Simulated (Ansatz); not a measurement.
**Bands, cutoff and cost in G0W0 for BN (Qingsongite)**

How do accuracy and time trade against each other in G0W0 on BN (Qingsongite)?

Calculated with Ansatz 0.2.0; G0W0 on PBE, plane waves, PAW; PAW set soft_1.

## 1. The starting structure

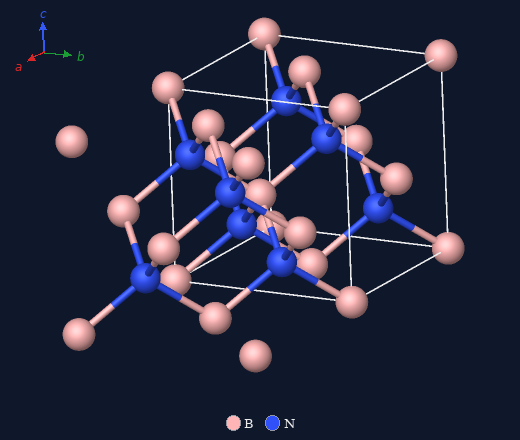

The cell as given, slightly off an axis (boron pink, nitrogen blue). 2×1×1 cells are drawn. This picture shows the conventional cell, with its axes. Bonds to atoms that aren't drawn are left out. Some periodic images of atoms are drawn too.

The cell and positions come from the Crystallography Open Database and are kept as given unless a step says otherwise.

## 2. 12 empty bands, screening to 60 eV

Now the one-shot GW correction: screening in the RPA, then the self-energy of the levels asked for. This step takes PAW set soft_1 files.

input.yaml reads:

```yaml
crystal:
  lattice:
    - [0.0, 1.8075, 1.8075]
    - [1.8075, 0.0, 1.8075]
    - [1.8075, 1.8075, 0.0]
  atoms:
    - { symbol: B, position: [0.0, 0.0, 0.0] }
    - { symbol: "N", position: [0.25, 0.25, 0.25] }
kpoints:
  mp_grid: { grid: [8, 8, 8] }
hamiltonian:
  xc: pbe
  pseudopotentials: { kind: paw, azcp: { folder: soft_1 } }
scf:
  occupations: { method: fixed }
gw:
  n_empty_bands: 12
  ecut_chi: 60
  qp_bands: [v2, c2]
  qp_kpoints: band_edges
  screening: { model: contour_deformation }
```

Started as:

```sh
$ ansatz run input.yaml --threads 3 --pin off --max-ram 92160MiB --backend cuda --events-out ev --progress --plain --runs-dir out --devices 1 --max-vram 13GiB
```

Numbers of over 12 decimals in the logs are rounded to 6 here.

Log:

```text
GPUs: using 1 of 1 available (devices: 1).
Engine: ansatz 0.2.0, x86_64-unknown-linux-gnu
Pseudopotentials: kind: paw
Pseudopotential: B, paw, valence charge 3, recommended cutoff 420 eV (normal), soft_1/B.paw.azcp
Pseudopotential: N, paw, valence charge 5, recommended cutoff 420 eV (normal), soft_1/N.paw.azcp
Functional definition: PBE
  parameter kappa = 0.804
  parameter beta = 0.066725
  exchange = pbe_x(kappa = kappa, mu = beta*pi^2/3)
  correlation = pbe_c(beta = beta)
device memory: the entry about to start is reckoned to put 0.4 GiB on a device that reports 47.7 GiB free (of which the cap on the GPU budget leaves the run 13.0 GiB)
GPU FFT provider: cuFFT
GPU libraries: cuBLAS 13.8.2, cuFFT 12.4.0, cuSOLVER 12.3.4
Crystal: 2 atoms, lattice volume = 11.810 Å³
Basis set: ecut = 420 eV, 259 PW (Γ)
Bands: 8, of which v1, the nominal top of the filled ones, is band 4 counted from 1 (3 counted from 0)
Symmetry: 24 space group operations
Space group: F-43m (ITA 216), of the structure as read, at distance tolerance 2.3e-5 Å
k-points: 29 of 512 (time reversal used)
Non-local potential: B, projectors of the file, l = 0: 2, l = 1: 2, l = 2: 1
Non-local potential: N, projectors of the file, l = 0: 2, l = 1: 2, l = 2: 1
PAW form: soft (Blöchl's): semilocal exchange-correlation on the pseudo side does not see the compensation charge
PAW one-centre angular grid: B, 110 points (default); XC on 64 Gauss nodes
PAW one-centre angular grid: N, 110 points (default); XC on 64 Gauss nodes
Initial density: superposition of atomic densities (chi_scale 0.1, normalization cell, long waves kept (reshape's long-wave potential 0.00 eV rms))
Initial wavefunctions: pseudopotential atomic-orbital guess
GPU buffer pool allocated for 5832 grid points (all kernels)
GPU transforms: local potential and band sums: pruned to the plane-wave sphere, on 18×18×18
Functional: x = pbe(κ = 0.804, μ = 0.219515), c = pbe(β = 0.066725)
SCF iter   1: F=—  HF=-542.931690 eV  |F-HF|=—  |Δ(HF+E_count)|=         —  Δρ=1.45e-1  dr2=2.02e0  ethr=3.10e-3  ⟨swp⟩=4.0  Hψ=1375  notcnv=0  defer=46
preconditioner: auto → none  [insulator: Δε(μ)=5.735 eV  Ē_g=20.325 eV  n_scr=0 (ndim 8)  ℏωp=30.6 eV  f_vac=0.000  ε∞_Penn≈3.3]
SCF iter   2: F=—  HF=-542.333869 eV  |F-HF|=—  |Δ(HF+E_count)|=   5.98e-1  Δρ=6.42e-2  dr2=2.66e-1  ethr=3.10e-3  ⟨swp⟩=2.0  Hψ=678  notcnv=0  defer=9
SCF iter   3: F=—  HF=-542.282200 eV  |F-HF|=—  |Δ(HF+E_count)|=   5.17e-2  Δρ=2.32e-2  dr2=3.80e-2  ethr=3.10e-3  ⟨swp⟩=3.0  Hψ=383  notcnv=0  defer=47
SCF iter   4: F=—  HF=-542.278913 eV  |F-HF|=—  |Δ(HF+E_count)|=   3.29e-3  Δρ=2.99e-3  dr2=3.72e-4  ethr=4.75e-4  ⟨swp⟩=3.0  Hψ=412  notcnv=0  defer=52
SCF iter   5: F=—  HF=-542.279054 eV  |F-HF|=—  |Δ(HF+E_count)|=   1.41e-4  Δρ=2.81e-4  dr2=4.52e-6  ethr=4.65e-6  ⟨swp⟩=3.0  Hψ=383  notcnv=0  defer=52
SCF iter   6: F=-542.279054 eV  HF=-542.279054 eV  |F-HF|=1.98e-8  |Δ(HF+E_count)|=   3.56e-7  Δρ=1.94e-5  dr2=1.06e-8  ethr=1.25e-9  ⟨swp⟩=3.1  Hψ=1218  notcnv=0
SCF 1 converged in 6 iterations: F = -542.279054 eV  dr2 = 1.06e-8
  greatest PAW one-centre occupation: 0.789 electrons in one spin orbital (limit 2), on the N atom at site 1 (counted from 0), in its partial waves of l = 0
device memory: the entry about to start is reckoned to put 0.4 GiB on a device that reports 47.7 GiB free (of which the cap on the GPU budget leaves the run 13.0 GiB)
NSCF: frozen V_eff on 29 k-points, pencils in batches of 32, up to order 32
the band table was solved once the SCF had ended and its energy, with any forces and stress, was formed, with the checks that follow a solve (1693 applications of the Hamiltonian). They found nothing against the state; the energy, forces and stress were not computed again (output.eigenvalues in the input reference)
device memory: the entry about to start is reckoned to put 0.4 GiB on a device that reports 51.0 GiB free (of which the cap on the GPU budget leaves the run 13.0 GiB)
NSCF: frozen V_eff on 29 k-points, pencils in batches of 32, up to order 84
G₀W₀ screening: q 1/29
[... further progress lines ...]
SCF converged after 6 iterations
Free energy (F): -542.279054 eV
Harris-Foulkes:  -542.279054 eV  (|F-HF|=1.98e-8)
Internal energy: -542.279054 eV  (E = F + TS)
E sigma→0 (E₀):  -542.279054 eV
Fermi energy:    11.169687 eV
--- Per-component energies (eV) ---
  E_band       = 26.361793
  E_kinetic    = 183.641077
  E_local      = -158.847428  (includes V_loc(G=0)·N_el)
  E_nonlocal   = 42.176470
  E_hartree    = 49.028436
  E_xc         = -93.224758
  E_vxc        = -115.285887  (∫ρ·V_xc dr)
  E_paw        = -206.669175  (= ΣΔE_a)
  E_vpaw       = -23.379875  (= ΣTr[D̂ρ^β])
  E_aug_tail   = 0.000975  (compensation charges beyond the density's cutoff)
  E_ewald      = -358.384650
  E_smearing   = -0.000000  (= −TS)
  E_closure    = 0.000000  (closes the sum)
  Σ components = -542.279054   (vs F -542.279054, Δ=0.00e0)
--- Band table (eV; the first three rows and the last of 29) ---
  k-point 0: bands = ["-9.0631", "11.1697", "11.1697", "11.1697", "19.9949", "19.9949", "19.9949", "21.4912"]
  k-point 1: bands = ["-8.6838", "9.2947", "10.7900", "10.7900", "20.3562", "20.5650", "20.5650", "22.6838"]
  k-point 2: bands = ["-7.5832", "5.6926", "10.0417", "10.0417", "20.8072", "21.5140", "21.5140", "24.7333"]
  k-point 28: bands = ["-3.1669", "3.5836", "4.2071", "4.6670", "20.7742", "24.4627", "25.6741", "25.8274"]
--- G₀W₀: contour deformation, 5 samples at zero and on the imaginary axis and 2 off it, 512 q-points, 12 empty bands' worth ---
  eigenvalues of the whole cell's RPA ε∞ on this k-mesh (on a slab, of 1 + 4πα/V) = 4.5165, 4.5165, 4.5165; static W/v taken at q = 0 is 0.221410
  bands read: the sum over 16 bands ends inside a degenerate multiplet in 5 slots, whose members it reads at an even weight; the widest, k=0: bands 16 to 18 (counted from 1) at 1/3 each
  gw.qp_kpoints: band_edges: 11 of 29 stored k-points solved, in 1 pass; an edge of the gap read off the rows below is read off those points alone
    valence top: of the k-points left out ik 10 came nearest to being solved in a further pass, in band 4 (counted from 1, as in the quasiparticle table): it holds the edge there only if its correction is more favourable than any solved in that band by at least 1.192 eV; those differ by 0.633 eV
    conduction bottom: of the k-points left out ik 18 came nearest to being solved in a further pass, in band 5 (counted from 1, as in the quasiparticle table): it holds the edge there only if its correction is more favourable than any solved in that band by at least 1.132 eV; those differ by 0.941 eV
    ik  band        ε_KS         Σx   Σc(E_QP)       V_xc       Z   E_QP_lin       E_QP  E_QP is
     0     3     11.1697   -22.8532     3.5873   -19.2879  0.8355    11.1918    11.1918  root
     0     4     11.1697   -22.8532     3.5873   -19.2879  0.8355    11.1918    11.1918  root
     0     5     19.9949    -7.9536    -4.6963   -14.6768  0.8461    22.0418    22.0217  root
     0     6     19.9949    -7.9536    -4.6963   -14.6768  0.8461    22.0418    22.0217  root
     1     3     10.7900   -22.6870     3.6303   -19.0227  0.8344    10.7561    10.7561  root
     1     4     10.7900   -22.6870     3.6303   -19.0227  0.8344    10.7561    10.7561  root
     1     5     20.3562    -8.7946    -4.7598   -15.4618  0.8438    22.2821    22.2635  root
     1     6     20.5650    -8.0587    -4.8043   -14.9582  0.8435    22.6830    22.6602  root
     2     3     10.0417   -22.5452     3.7713   -18.6341  0.8318     9.9017     9.9018  root
     2     4     10.0417   -22.5452     3.7713   -18.6341  0.8318     9.9017     9.9018  root
     2     5     20.8072    -9.4874    -4.8693   -16.1610  0.8415    22.6288    22.6114  root
     2     6     21.5140    -8.0086    -5.0027   -15.1806  0.8395    23.7104    23.6834  root
     3     3      9.4448   -22.5508     3.9170   -18.4140  0.8294     9.2248     9.2250  root
     3     4      9.4448   -22.5508     3.9170   -18.4140  0.8294     9.2248     9.2250  root
     3     5     21.1677    -9.9273    -4.9256   -16.6060  0.8402    22.9376    22.9208  root
     3     6     21.8799    -7.7569    -5.0365   -14.9187  0.8400    24.0321    24.0053  root
     4     3      9.2280   -22.5720     3.9742   -18.3494  0.8284     8.9792     8.9796  root
     4     4      9.2280   -22.5720     3.9742   -18.3494  0.8284     8.9792     8.9796  root
     4     5     21.3023   -10.0915    -4.9408   -16.7689  0.8398    23.0555    23.0389  root
     4     6     21.8854    -7.6378    -5.0094   -14.7319  0.8412    23.9956    23.9701  root
     5     3     10.0591   -22.3507     3.7018   -18.5045  0.8323     9.9146     9.9147  root
     5     4     10.0591   -22.3507     3.7018   -18.5045  0.8323     9.9146     9.9147  root
     5     5     19.3213    -8.1052    -4.5993   -14.5388  0.8483    21.1714    21.1556  root
     5     6     21.5254    -8.3798    -4.9375   -15.5339  0.8392    23.7698    23.7420  root
[...]
20     3      6.2650   -22.2403     4.5380   -17.0911  0.8145     5.6513     5.6538  root
    20     4      6.2650   -22.2403     4.5380   -17.0911  0.8145     5.6513     5.6538  root
    20     5     15.6360    -8.0447    -4.0646   -13.2851  0.8588    16.8168    16.8117  root
    20     6     20.4064    -7.9318    -4.4996   -13.9273  0.8541    21.9125    21.9022  root
    23     3      6.3444   -22.6411     4.6082   -17.3688  0.8137     5.6774     5.6803  root
    23     4      7.7197   -22.0573     4.1670   -17.4346  0.8227     7.2629     7.2640  root
    23     5     20.7661    -7.9987    -4.6739   -14.4877  0.8448    22.5985    22.5811  root
    23     6     22.3428    -8.4695    -5.2096   -15.6212  0.8362    24.3086    24.2849  root
```

Elapsed: 23 s, on 1 × NVIDIA H100 80GB HBM3 (shared by 6 runs) with 3 threads of AMD EPYC 7R13 (Zen 3), shared host; peak memory 0.93 GiB.

In the SCF lines HF is the Harris–Foulkes energy and dr2 the Hartree energy of the density residual, in eV; the loop may stop once dr2 is under the threshold and the program's other checks hold. Hψ counts applications of the Hamiltonian.

This step gave:

```yaml
bands_summed: 16
rpa_eps_infinity_on_this_mesh_eigenvalues: 4.517, 4.517, 4.517
plane_waves_in_the_screening_matrix: 15
q_points_in_the_mesh: 512
g0w0_gap_on_the_mesh: 5.620 eV
k_of_the_valence_top: 0, 0, 0
k_of_the_conduction_bottom: 0, -0.5, -0.5
starting_gap_on_the_mesh: 4.466 eV
z_at_the_valence_top: 0.8355
z_at_the_conduction_bottom: 0.8588
least_direct_g0w0_gap_on_the_computed_points: 10.83 eV
```

The gap on the mesh goes from 4.47 eV to 5.62 eV, a correction of +1.15 eV. Between the two edge states, bare exchange in place of the xc potential would open the gap by 8.81 eV, and correlation takes back 7.65 eV.

## 3. 35 empty bands, screening to 120 eV

Bands and screening cutoff are moved together, since each hides the error of the other.

input.yaml, as its differences from that of step 2:

```diff
@@ -16,4 +16,4 @@
 gw:
-  n_empty_bands: 12
-  ecut_chi: 60
+  n_empty_bands: 35
+  ecut_chi: 120
   qp_bands: [v2, c2]
```

Log:

```text
GPUs: using 1 of 1 available (devices: 1).
[...]
GPU FFT provider: cuFFT
GPU libraries: cuBLAS 13.8.2, cuFFT 12.4.0, cuSOLVER 12.3.4
Crystal: 2 atoms, lattice volume = 11.810 Å³
Basis set: ecut = 420 eV, 259 PW (Γ)
Bands: 8, of which v1, the nominal top of the filled ones, is band 4 counted from 1 (3 counted from 0)
Symmetry: 24 space group operations
[...]
k-points: 29 of 512 (time reversal used)
[...]
GPU buffer pool allocated for 5832 grid points (all kernels)
[...]
SCF iter   1: F=—  HF=-542.931690 eV  |F-HF|=—  |Δ(HF+E_count)|=         —  Δρ=1.45e-1  dr2=2.02e0  ethr=3.10e-3  ⟨swp⟩=4.0  Hψ=1375  notcnv=0  defer=46
[...]
SCF iter   6: F=-542.279054 eV  HF=-542.279054 eV  |F-HF|=1.98e-8  |Δ(HF+E_count)|=   3.56e-7  Δρ=1.94e-5  dr2=1.06e-8  ethr=1.25e-9  ⟨swp⟩=3.1  Hψ=1218  notcnv=0
SCF 1 converged in 6 iterations: F = -542.279054 eV  dr2 = 1.06e-8
[...]
NSCF: frozen V_eff on 29 k-points, pencils in batches of 32, up to order 32
[...]
G₀W₀ screening: q 1/29
[... further progress lines ...]
SCF converged after 6 iterations
Free energy (F): -542.279054 eV
[...]
Internal energy: -542.279054 eV  (E = F + TS)
E sigma→0 (E₀):  -542.279054 eV
Fermi energy:    11.169687 eV
[...]
--- Band table (eV; the first three rows and the last of 29) ---
[...]
0     3     11.1697   -22.8532     2.9180   -19.2879  0.8277    10.5208    10.5225  root
     0     4     11.1697   -22.8532     2.9180   -19.2879  0.8277    10.5208    10.5225  root
     0     5     19.9949    -7.9536    -5.3133   -14.6768  0.8393    21.4143    21.4048  root
     0     6     19.9949    -7.9536    -5.3133   -14.6768  0.8393    21.4143    21.4048  root
     1     3     10.7900   -22.6870     2.9740   -19.0227  0.8270    10.0979    10.0998  root
     1     4     10.7900   -22.6870     2.9740   -19.0227  0.8270    10.0979    10.0998  root
     1     5     20.3562    -8.7946    -5.3341   -15.4618  0.8364    21.6980    21.6892  root
     1     6     20.5650    -8.0587    -5.4410   -14.9582  0.8361    22.0342    22.0236  root
[...]
23     3      6.3444   -22.6411     4.0832   -17.3688  0.8095     5.1461     5.1553  root
    23     4      7.7197   -22.0573     3.6027   -17.4346  0.8179     6.6940     6.6997  root
    23     5     20.7661    -7.9987    -5.2693   -14.4877  0.8382    21.9932    21.9857  root
    23     6     22.3428    -8.4695    -5.8017   -15.6212  0.8285    23.7038    23.6928  root
```

The job ended after 16 s (1 × NVIDIA H100 80GB HBM3 (shared by 6 runs) with 3 threads; peak memory 0.97 GiB; 11 s of CPU time).

This step gave:

| Item | Value |
| --- | --- |
| bands summed | 39 |
| RPA ε∞ on this mesh (eigenvalues) | 4.471, 4.471, 4.471 |
| plane waves in the screening matrix | 27 |
| q-points in the mesh | 512 |
| G0W0 gap on the mesh | 5.895 eV |
| k of the valence top | 0, 0, 0 |
| k of the conduction bottom | 0, -0.5, -0.5 |
| starting gap on the mesh | 4.466 eV |
| Z at the valence top | 0.8277 |
| Z at the conduction bottom | 0.8537 |
| least direct G0W0 gap on the computed points | 10.88 eV |

Against the run with 8×8×8 mesh, 12 empty bands, screening to 60 eV, PAW set soft_1 files, the gap moves by +0.28 eV.

## 4. 75 empty bands, screening to 200 eV

input.yaml, as its differences from that of step 3:

```diff
@@ -16,4 +16,4 @@
 gw:
-  n_empty_bands: 35
-  ecut_chi: 120
+  n_empty_bands: 75
+  ecut_chi: 200.0
   qp_bands: [v2, c2]
```

Log:

```text
GPUs: using 1 of 1 available (devices: 1).
[...]
GPU FFT provider: cuFFT
GPU libraries: cuBLAS 13.8.2, cuFFT 12.4.0, cuSOLVER 12.3.4
Crystal: 2 atoms, lattice volume = 11.810 Å³
Basis set: ecut = 420 eV, 259 PW (Γ)
Bands: 8, of which v1, the nominal top of the filled ones, is band 4 counted from 1 (3 counted from 0)
Symmetry: 24 space group operations
[...]
k-points: 29 of 512 (time reversal used)
[...]
1     6     20.5650    -8.0587    -5.6574   -14.9582  0.8351    21.8148    21.8072  root
[...]
23     3      6.3444   -22.6411     3.8090   -17.3688  0.8077     4.8669     4.8811  root
    23     4      7.7197   -22.0573     3.3118   -17.4346  0.8159     6.3993     6.4088  root
    23     5     20.7661    -7.9987    -5.4851   -14.4877  0.8370    21.7750    21.7700  root
    23     6     22.3428    -8.4695    -6.0344   -15.6212  0.8269    23.4674    23.4600  root
[key lines of the parts left out:]
SCF converged after 6 iterations
Free energy (F): -542.279054 eV
Fermi energy:    11.169687 eV
```

It took 26 s on 1 × NVIDIA H100 80GB HBM3 (shared by 6 runs) with 3 threads; peak memory 0.97 GiB.

Numbers from this step:

```
bands summed                                 : 79
RPA ε∞ on this mesh (eigenvalues)            : 4.384, 4.384, 4.384
plane waves in the screening matrix          : 65
G0W0 gap on the mesh                         : 6.097 eV
k of the valence top                         : 0, 0, 0
k of the conduction bottom                   : 0, -0.5, -0.5
starting gap on the mesh                     : 4.466 eV
least direct G0W0 gap on the computed points : 11.04 eV
```

Against the run with 8×8×8 mesh, 35 empty bands, screening to 120 eV, PAW set soft_1 files, the gap moves by +0.20 eV.

## 5. Changing the k mesh: 6×6×6 mesh, 35 empty bands, screening to 120 eV, PAW set soft_1 files

A second mesh at equal bands and cutoff isolates the sampling error. Bands and cutoff differ from the step before, so it is read against an earlier run that matches them.

input.yaml, as its differences from that of step 4:

```diff
@@ -9,3 +9,3 @@
 kpoints:
-  mp_grid: { grid: [8, 8, 8] }
+  mp_grid: { grid: [6, 6, 6] }
 hamiltonian:
@@ -16,4 +16,4 @@
 gw:
-  n_empty_bands: 75
-  ecut_chi: 200.0
+  n_empty_bands: 35
+  ecut_chi: 120
   qp_bands: [v2, c2]
```

Log:

```text
GPUs: using 1 of 1 available (devices: 1).
[...]
GPU FFT provider: cuFFT
GPU libraries: cuBLAS 13.8.2, cuFFT 12.4.0, cuSOLVER 12.3.4
Crystal: 2 atoms, lattice volume = 11.810 Å³
Basis set: ecut = 420 eV, 259 PW (Γ)
Bands: 8, of which v1, the nominal top of the filled ones, is band 4 counted from 1 (3 counted from 0)
Symmetry: 24 space group operations
[...]
k-points: 16 of 216 (time reversal used)
[...]
1     6     20.9060    -8.0603    -5.5443   -15.0848  0.8340    22.3975    22.3861  root
[...]
14     3      5.1133   -22.6870     4.4299   -16.9598  0.8021     3.8033     3.8160  root
    14     4      6.6770   -21.7995     3.8097   -16.8744  0.8138     5.5541     5.5616  root
    14     5     20.6687    -8.4385    -5.2116   -14.8657  0.8365    21.8919    21.8843  root
    14     6     22.9714    -7.9750    -6.0119   -15.3537  0.8251    24.3505    24.3381  root
[key lines of the parts left out:]
SCF converged after 6 iterations
Free energy (F): -542.275357 eV
Fermi energy:    11.172323 eV
```

Run time: 13 s. Hardware: 1 × NVIDIA H100 80GB HBM3 (shared by 6 runs) with 3 threads; peak memory 0.96 GiB.

This step gave:

- bands summed: 39
- RPA ε∞ on this mesh (eigenvalues): 4.555, 4.555, 4.555
- plane waves in the screening matrix: 27
- G0W0 gap on the mesh: 5.894 eV
- k of the valence top: 0, 0, 0
- k of the conduction bottom: 0, -0.5, -0.5
- starting gap on the mesh: 4.465 eV
- least direct G0W0 gap on the computed points: 10.88 eV

Against the run with 8×8×8 mesh, 35 empty bands, screening to 120 eV, PAW set soft_1 files, the gap moves by −0.001 eV.

(Part 1 of 2 ends here.)

[Paths, hosts, dates, memory and timing lines, banners, echoed tables and standing remarks are left out of the program output.]

[Logs are printed without paths, hosts, clocks, repeated set-up lines and the standing remarks that a program may print on its own settings, such as how far it seeks lower states.]

[Runs of the session that timed out or met a known fault of the program may be left out.]

[Cells called generated may have been cut or substituted from an entry of the Crystallography Open Database or the Materials Project.]

[Hosts, paths, dates, database ids (printed as entryN), source tags and the programs' standing remarks are cut or masked in the printed files.]
